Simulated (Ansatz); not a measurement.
Single-point calculation of Si (part 1 of 2)

Si (slab, 5 atoms in the cell), computed with DFT LDA, scalar-relativistic, plane waves, PAW, spin-polarised (Ansatz 0.2.0).

The structure derives from an entry of the Crystallography Open Database. Figures and captions count atoms from 1; the log counts them from 0 in places.

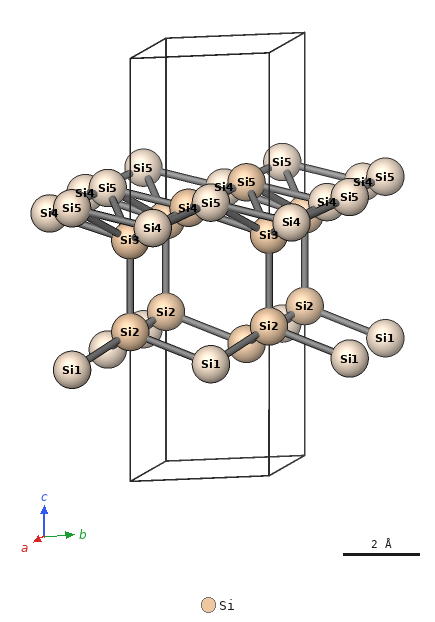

Figure 1. The input geometry (ball-and-stick view of the cell of the calculation, with the vacuum cut short, seen slightly off an axis; neighbours outside the cell are drawn fainter; atoms are numbered from 1 in the order of the input).

The input
```yaml
crystal:
  lattice:
    - [3.8197534856, 0.0, 0.0]
    - [-1.9098767428, 3.3080035547, 0.0]
    - [0.0, 0.0, 20.8774703619]
  atoms:
    - { symbol: Si, position: [0.3333333333, 0.6666666667, 0.1915940931] }
    - { symbol: Si, position: [0.0, 0.0, 0.2289407592] }
    - { symbol: Si, position: [0.0, 0.0, 0.3465910495] }
    - { symbol: Si, position: [0.6666666667, 0.3333333333, 0.3773191975] }
    - { symbol: Si, position: [1.3333333333, -0.3333333333, 0.3988735329], spin: 2.0 }
basis:
  ecutwfc: 420
kpoints:
  mp_grid: { grid: [9, 9, 1] }
hamiltonian:
  xc: lda
scf:
  occupations: { method: gaussian, width: 0.05 }
output:
  forces: true
  eigenvalues: true
  populations: true
  write_density: true
  write_potential: true
  elf: true
  volumetric_format: npy
magnetization:
  spin_polarized: true
efield:
  axis: 3
  dipole_correction: true
  ramp_width: 0.04
```

Run on 1 thread of Intel Xeon (Granite Rapids), 128 GiB of memory available, shared host.

Run as:
```bash
ansatz run input.yaml --threads 1 --pin off --max-ram 3072MiB --backend cpu --events-out ev --progress --plain --runs-dir out
```

Log
```
Engine: ansatz 0.2.0, x86_64-unknown-linux-gnu
Pseudopotentials: kind: paw
Pseudopotential: Si, paw, valence charge 4, recommended cutoff 420 eV (normal), Si.paw.azcp
Functional definition: SPW92
  exchange = slater_x
  correlation = pw_c
Crystal: 5 atoms, lattice volume = 263.803 Å³
Basis set: ecut = 420 eV, 5169 PW (Γ)
Bands: 16, of which v1, the nominal top of the filled ones, is band 10 counted from 1 (9 counted from 0)
Symmetry: 6 space group operations
k-points: 12 of 81 (time reversal used)
Non-local potential: Si, projectors of the file, l = 0: 2, l = 1: 2, l = 2: 2
PAW form: soft (Blöchl's): semilocal exchange-correlation on the pseudo side does not see the compensation charge
PAW frozen core: Si, regenerated for the run's functional, and the local potential with it (the file was generated under x = pbe(κ = 0.804, μ = 0.2195149727645171), c = pbe(β = 0.06672455060314922))
PAW one-centre angular grid: Si, 110 points (default); XC on 64 Gauss nodes
Initial density: superposition of atomic densities (neutral atoms: chi_scale 0, normalization atom)
Starting moments: Σ|m| = 2 μB on 1 of 5 sites
Initial wavefunctions: pseudopotential atomic-orbital guess
Functional: x = slater, c = lda
SCF iter   1: F=—  HF=-3040.150624 eV  |F-HF|=—  |Δ(HF+E_count)|=         —  Δρ=2.00e-2 (↑1.59e-2 ↓2.00e-2)  dr2=8.42e0  dr2_m=2.85e-1  M=0.155 μB ∫|m|=0.482 μB  β_m=0.30  ethr=3.10e-3  p=-0.000 e·Å  D=-9.97e-9 V/Å  ΔV_dip=0.00 eV  dr2_dipole=1.15e0  V_vac-E_F(+/−)=6.89/6.89 eV  ⟨swp⟩=10.4  Hψ=3418  notcnv=0
efield: sawtooth ramp at fractional position 0.7752 (placed from the atoms, in the widest stretch of the axis that holds none; the zero of the levels goes with the place), width 0.0400; the density the first Hamiltonian is built on has a dipole p = -0.000 e·Å; the dipole correction subtracts the counter field D = -9.97e-9 V/Å, which shifts the + side's vacuum level by +0.00 eV against the − side's; the planar-averaged density in the ramp window peaks in size at 3.8e-8 e/Å³
preconditioner: auto → none  [insulator: Δε(μ)=0.080 eV  Ē_g=8.483 eV  σ=0.050 eV  W_gap=0.62  n_scr=10 (ndim 8)  ℏωp=10.2 eV  f_vac=0.564  D(μ)=2.26/eV (n_scr^D=8)  ε∞_Penn≈2.5]
SCF iter   2: F=—  HF=-3047.531783 eV  |F-HF|=—  |Δ(HF+E_count)|=    7.38e0  Δρ=2.69e-2 (↑2.69e-2 ↓1.89e-2)  dr2=1.46e2  dr2_m=1.49e-1  M=0.416 μB ∫|m|=0.438 μB  β_m=0.30  ethr=3.10e-3  p=-0.548 e·Å  D=-3.76e-1 V/Å  ΔV_dip=7.85 eV  dr2_dipole=5.71e1  V_vac-E_F(+/−)=8.46/0.60 eV  ⟨swp⟩=7.3  Hψ=1519  notcnv=0  defer=31  κ⁻¹=1.0e0(r=1)
SCF iter   3: F=—  HF=-3039.395016 eV  |F-HF|=—  |Δ(HF+E_count)|=    8.14e0  Δρ=1.02e-2 (↑8.05e-3 ↓1.02e-2)  dr2=1.10e0  dr2_m=7.99e-2  M=0.201 μB ∫|m|=0.374 μB  β_m=0.30  ethr=3.10e-3  p=0.046 e·Å  D=3.17e-2 V/Å  ΔV_dip=-0.66 eV  dr2_dipole=1.10e-1  V_vac-E_F(+/−)=4.77/5.43 eV  ⟨swp⟩=4.9  Hψ=1183  notcnv=0  defer=27  κ⁻¹=3.5e-3(r=2)
SCF iter   4: F=—  HF=-3039.301362 eV  |F-HF|=—  |Δ(HF+E_count)|=   9.37e-2  Δρ=6.73e-3 (↑6.73e-3 ↓6.54e-3)  dr2=3.80e-1  dr2_m=5.28e-2  M=0.145 μB ∫|m|=0.196 μB  β_m=0.30  ethr=3.10e-3  p=0.011 e·Å  D=7.71e-3 V/Å  ΔV_dip=-0.16 eV  dr2_dipole=5.15e-2  V_vac-E_F(+/−)=5.15/5.31 eV  ⟨swp⟩=3.4  Hψ=824  notcnv=0  defer=32  κ⁻¹=8.2e-4(r=3)
SCF iter   5: F=—  HF=-3039.275553 eV  |F-HF|=—  |Δ(HF+E_count)|=   2.58e-2  Δρ=4.44e-3 (↑3.72e-3 ↓4.44e-3)  dr2=1.54e-1  dr2_m=2.64e-2  M=0.153 μB ∫|m|=0.213 μB  β_m=0.30  ethr=1.90e-3  p=0.038 e·Å  D=2.61e-2 V/Å  ΔV_dip=-0.54 eV  dr2_dipole=4.45e-2  V_vac-E_F(+/−)=4.51/5.05 eV  ⟨swp⟩=2.6  Hψ=588  notcnv=0  defer=31  κ⁻¹=1.2e-4(r=4)
SCF iter   6: F=—  HF=-3039.291624 eV  |F-HF|=—  |Δ(HF+E_count)|=   1.61e-2  Δρ=3.50e-3 (↑3.50e-3 ↓2.66e-3)  dr2=1.34e-1  dr2_m=1.96e-2  M=0.063 μB ∫|m|=0.111 μB  β_m=0.30  ethr=7.70e-4  p=0.019 e·Å  D=1.28e-2 V/Å  ΔV_dip=-0.27 eV  dr2_dipole=4.15e-2  V_vac-E_F(+/−)=4.53/4.80 eV  ⟨swp⟩=1.8  Hψ=544  notcnv=0  defer=31  κ⁻¹=2.2e-5(r=5)
SCF iter   7: F=—  HF=-3039.297541 eV  |F-HF|=—  |Δ(HF+E_count)|=   5.92e-3  Δρ=2.12e-3 (↑2.12e-3 ↓2.03e-3)  dr2=1.43e-3  dr2_m=1.01e-2  M=0.062 μB ∫|m|=0.102 μB  β_m=0.36  ethr=6.70e-4  p=0.026 e·Å  D=1.78e-2 V/Å  ΔV_dip=-0.37 eV  dr2_dipole=4.58e-5  V_vac-E_F(+/−)=4.50/4.87 eV  ⟨swp⟩=1.0  Hψ=353  notcnv=0  defer=31
Mixer restart at iter 7: flushing history
spin-set hold released at iteration 7 (site moments contracting): the magnetisation degrees of freedom join the quasi-Newton model from the next iteration; the mixer history was flushed
SCF iter   8: F=—  HF=-3039.306689 eV  |F-HF|=—  |Δ(HF+E_count)|=   9.15e-3  Δρ=1.55e-3 (↑1.39e-3 ↓1.55e-3)  dr2=7.80e-3  dr2_m=5.01e-3  M=0.049 μB ∫|m|=0.083 μB  β_m=0.36  ethr=7.13e-6  p=0.029 e·Å  D=2.02e-2 V/Å  ΔV_dip=-0.42 eV  dr2_dipole=2.79e-3  V_vac-E_F(+/−)=4.47/4.89 eV  ⟨swp⟩=2.5  Hψ=710  notcnv=0  defer=31  κ⁻¹=1.0e0(r=1)
density mixer auto → broyden: no gap read (density of states about μ 0.98 of a free-electron gas's, 10 screened modes)
SCF iter   9: F=—  HF=-3039.310276 eV  |F-HF|=—  |Δ(HF+E_count)|=   3.59e-3  Δρ=1.68e-3 (↑1.68e-3 ↓1.21e-3)  dr2=4.51e-2  dr2_m=4.57e-3  M=0.024 μB ∫|m|=0.064 μB  β_m=0.30  ethr=7.13e-6  p=0.020 e·Å  D=1.36e-2 V/Å  ΔV_dip=-0.28 eV  dr2_dipole=1.67e-2  V_vac-E_F(+/−)=4.55/4.84 eV  ⟨swp⟩=2.1  Hψ=465  notcnv=0  defer=31  κ⁻¹=8.0e-3(r=2)
SCF iter  10: F=—  HF=-3039.315772 eV  |F-HF|=—  |Δ(HF+E_count)|=   5.50e-3  Δρ=1.55e-4 (↑1.51e-4 ↓1.55e-4)  dr2=3.70e-4  dr2_m=4.82e-5  M=-0.013 μB ∫|m|=0.022 μB  β_m=0.42  ethr=7.13e-6  p=0.027 e·Å  D=1.87e-2 V/Å  ΔV_dip=-0.39 eV  dr2_dipole=8.47e-5  V_vac-E_F(+/−)=4.49/4.88 eV  ⟨swp⟩=2.3  Hψ=751  notcnv=0  defer=31  κ⁻¹=3.1e-4(r=3)
SCF iter  11: F=—  HF=-3039.315819 eV  |F-HF|=—  |Δ(HF+E_count)|=   4.70e-5  Δρ=7.43e-5 (↑7.36e-5 ↓7.43e-5)  dr2=2.86e-5  dr2_m=1.16e-5  M=-0.017 μB ∫|m|=0.021 μB  β_m=0.82  ethr=1.85e-6  p=0.027 e·Å  D=1.87e-2 V/Å  ΔV_dip=-0.39 eV  dr2_dipole=2.83e-8  V_vac-E_F(+/−)=4.49/4.88 eV  ⟨swp⟩=2.0  Hψ=552  notcnv=0  defer=31  κ⁻¹=2.7e-4(r=4)
SCF iter  12: F=—  HF=-3039.315871 eV  |F-HF|=—  |Δ(HF+E_count)|=   5.29e-5  Δρ=3.95e-5 (↑3.95e-5 ↓3.91e-5)  dr2=1.37e-5  dr2_m=3.04e-6  M=-0.022 μB ∫|m|=0.023 μB  β_m=1.20  ethr=1.43e-7  p=0.027 e·Å  D=1.88e-2 V/Å  ΔV_dip=-0.39 eV  dr2_dipole=3.66e-6  V_vac-E_F(+/−)=4.49/4.88 eV  ⟨swp⟩=2.4  Hψ=613  notcnv=0  defer=31  κ⁻¹=6.2e-5(r=5)
SCF iter  13: F=—  HF=-3039.315883 eV  |F-HF|=—  |Δ(HF+E_count)|=   1.18e-5  Δρ=3.40e-5 (↑3.40e-5 ↓3.33e-5)  dr2=4.35e-7  dr2_m=2.62e-6  M=-0.029 μB ∫|m|=0.030 μB  β_m=1.20  ethr=6.83e-8  p=0.027 e·Å  D=1.87e-2 V/Å  ΔV_dip=-0.39 eV  dr2_dipole=1.69e-10  V_vac-E_F(+/−)=4.49/4.88 eV  ⟨swp⟩=2.5  Hψ=567  notcnv=0  defer=31  κ⁻¹=7.9e-6(r=6)
SCF iter  14: F=—  HF=-3039.315895 eV  |F-HF|=—  |Δ(HF+E_count)|=   1.19e-5  Δρ=3.99e-5 (↑3.99e-5 ↓3.96e-5)  dr2=1.78e-7  dr2_m=3.78e-6  M=-0.035 μB ∫|m|=0.037 μB  β_m=1.20  ethr=2.17e-9  p=0.027 e·Å  D=1.87e-2 V/Å  ΔV_dip=-0.39 eV  dr2_dipole=1.25e-10  V_vac-E_F(+/−)=4.49/4.88 eV  ⟨swp⟩=3.2  Hψ=783  notcnv=0  defer=31  κ⁻¹=4.0e-4(r=6)
SCF iter  15: F=—  HF=-3039.315944 eV  |F-HF|=—  |Δ(HF+E_count)|=   4.90e-5  Δρ=6.63e-5 (↑6.19e-5 ↓6.63e-5)  dr2=3.34e-6  dr2_m=9.78e-6  M=-0.052 μB ∫|m|=0.057 μB  β_m=1.20  ethr=5.00e-10  p=0.027 e·Å  D=1.87e-2 V/Å  ΔV_dip=-0.39 eV  dr2_dipole=2.91e-7  V_vac-E_F(+/−)=4.49/4.88 eV  ⟨swp⟩=24.5  Hψ=4574  notcnv=0  κ⁻¹=2.9e-4(r=7)
SCF iter  16: F=—  HF=-3039.316150 eV  |F-HF|=—  |Δ(HF+E_count)|=   2.06e-4  Δρ=9.74e-5 (↑9.55e-5 ↓9.74e-5)  dr2=8.48e-6  dr2_m=2.15e-5  M=-0.099 μB ∫|m|=0.106 μB  β_m=1.20  ethr=8.92e-10  p=0.027 e·Å  D=1.87e-2 V/Å  ΔV_dip=-0.39 eV  dr2_dipole=6.63e-7  V_vac-E_F(+/−)=4.49/4.88 eV  ⟨swp⟩=5.7  Hψ=1291  notcnv=0  κ⁻¹=3.0e-4(r=7)
SCF iter  17: F=—  HF=-3039.316497 eV  |F-HF|=—  |Δ(HF+E_count)|=   3.46e-4  Δρ=1.19e-4 (↑9.45e-5 ↓1.19e-4)  dr2=4.46e-5  dr2_m=2.19e-5  M=-0.157 μB ∫|m|=0.175 μB  β_m=1.20  ethr=8.92e-10  p=0.027 e·Å  D=1.85e-2 V/Å  ΔV_dip=-0.39 eV  dr2_dipole=1.18e-6  V_vac-E_F(+/−)=4.49/4.88 eV  ⟨swp⟩=5.1  Hψ=1311  notcnv=0
Mixer restart at iter 17: flushing history
SCF iter  18: F=—  HF=-3039.316540 eV  |F-HF|=—  |Δ(HF+E_count)|=   4.29e-5  Δρ=6.63e-5 (↑2.98e-5 ↓6.63e-5)  dr2=2.06e-4  dr2_m=2.54e-6  M=-0.160 μB ∫|m|=0.182 μB  β_m=1.20  ethr=8.92e-10  p=0.026 e·Å  D=1.81e-2 V/Å  ΔV_dip=-0.38 eV  dr2_dipole=7.67e-5  V_vac-E_F(+/−)=4.50/4.88 eV  ⟨swp⟩=4.4  Hψ=1119  notcnv=0  κ⁻¹=1.0e0(r=1)
SCF iter  19: F=—  HF=-3039.316539 eV  |F-HF|=—  |Δ(HF+E_count)|=   7.22e-7  Δρ=6.32e-5 (↑6.32e-5 ↓3.75e-5)  dr2=1.72e-4  dr2_m=2.79e-6  M=-0.161 μB ∫|m|=0.184 μB  β_m=1.20  ethr=8.92e-10  p=0.027 e·Å  D=1.88e-2 V/Å  ΔV_dip=-0.39 eV  dr2_dipole=5.95e-5  V_vac-E_F(+/−)=4.49/4.88 eV  ⟨swp⟩=3.9  Hψ=911  notcnv=0  κ⁻¹=1.5e-2(r=2)
SCF iter  20: F=—  HF=-3039.316537 eV  |F-HF|=—  |Δ(HF+E_count)|=   1.51e-6  Δρ=2.40e-5 (↑2.40e-5 ↓2.05e-5)  dr2=3.40e-6  dr2_m=6.71e-7  M=-0.165 μB ∫|m|=0.189 μB  β_m=1.20  ethr=8.92e-10  p=0.027 e·Å  D=1.85e-2 V/Å  ΔV_dip=-0.39 eV  dr2_dipole=2.41e-7  V_vac-E_F(+/−)=4.50/4.88 eV  ⟨swp⟩=4.3  Hψ=993  notcnv=0  κ⁻¹=1.7e-3(r=3)
SCF iter  21: F=—  HF=-3039.316538 eV  |F-HF|=—  |Δ(HF+E_count)|=   8.70e-7  Δρ=7.66e-6 (↑7.66e-6 ↓6.06e-6)  dr2=5.77e-7  dr2_m=2.97e-8  M=-0.168 μB ∫|m|=0.194 μB  β_m=1.20  ethr=8.92e-10  p=0.027 e·Å  D=1.85e-2 V/Å  ΔV_dip=-0.39 eV  dr2_dipole=2.61e-8  V_vac-E_F(+/−)=4.50/4.89 eV  ⟨swp⟩=3.4  Hψ=873  notcnv=0  κ⁻¹=3.7e-4(r=4)
SCF iter  22: F=—  HF=-3039.316538 eV  |F-HF|=—  |Δ(HF+E_count)|=   4.72e-7  Δρ=2.86e-6 (↑2.79e-6 ↓2.86e-6)  dr2=1.36e-7  dr2_m=7.68e-11  M=-0.168 μB ∫|m|=0.195 μB  β_m=1.20  ethr=8.92e-10  p=0.027 e·Å  D=1.85e-2 V/Å  ΔV_dip=-0.39 eV  dr2_dipole=1.18e-9  V_vac-E_F(+/−)=4.50/4.89 eV  ⟨swp⟩=2.0  Hψ=572  notcnv=0  κ⁻¹=1.6e-4(r=5)
SCF iter  23: F=—  HF=-3039.316537 eV  |F-HF|=—  |Δ(HF+E_count)|=   2.17e-7  Δρ=1.62e-6 (↑1.62e-6 ↓1.56e-6)  dr2=1.96e-8  dr2_m=2.93e-9  M=-0.169 μB ∫|m|=0.195 μB  β_m=1.20  ethr=5.00e-10  p=0.027 e·Å  D=1.85e-2 V/Å  ΔV_dip=-0.39 eV  dr2_dipole=2.67e-9  V_vac-E_F(+/−)=4.50/4.89 eV  ⟨swp⟩=16.9  Hψ=3129  notcnv=0  κ⁻¹=1.7e-5(r=6)
SCF iter  24: F=—  HF=-3039.316537 eV  |F-HF|=—  |Δ(HF+E_count)|=   3.14e-8  Δρ=8.76e-7 (↑8.76e-7 ↓6.94e-7)  dr2=2.86e-9  dr2_m=1.06e-9  M=-0.169 μB ∫|m|=0.195 μB  β_m=1.20  ethr=9.78e-11  p=0.027 e·Å  D=1.85e-2 V/Å  ΔV_dip=-0.39 eV  dr2_dipole=3.66e-10  V_vac-E_F(+/−)=4.50/4.89 eV  ⟨swp⟩=9.0  Hψ=2390  notcnv=0  κ⁻¹=2.2e-6(r=7)
SCF iter  25: F=—  HF=-3039.316537 eV  |F-HF|=—  |Δ(HF+E_count)|=  1.38e-10  Δρ=2.33e-7 (↑2.33e-7 ↓1.75e-7)  dr2=1.56e-10  dr2_m=6.87e-11  M=-0.168 μB ∫|m|=0.195 μB  β_m=1.20  ethr=1.43e-11  p=0.027 e·Å  D=1.85e-2 V/Å  ΔV_dip=-0.39 eV  dr2_dipole=7.52e-12  V_vac-E_F(+/−)=4.50/4.89 eV  ⟨swp⟩=9.0  Hψ=2385  notcnv=0  κ⁻¹=2.2e-7(r=8)
SCF iter  26: F=-3039.316537 eV  HF=-3039.316537 eV  |F-HF|=5.14e-11  |Δ(HF+E_count)|=  1.11e-10  Δρ=7.06e-8 (↑7.06e-8 ↓5.63e-8)  dr2=3.93e-11  dr2_m=2.06e-12  M=-0.168 μB ∫|m|=0.195 μB  ethr=1.00e-12  p=0.027 e·Å  D=1.85e-2 V/Å  ΔV_dip=-0.39 eV  dr2_dipole=1.21e-12  V_vac-E_F(+/−)=4.50/4.89 eV  ⟨swp⟩=8.0  Hψ=2125  notcnv=0
SCF 1 converged in 26 iterations: F = -3039.316537 eV  dr2 = 3.93e-11
  greatest PAW one-centre occupation: 0.691 electrons in one spin orbital (limit 2), on the Si atom at site 4 (counted from 0), in its partial waves of l = 0
```
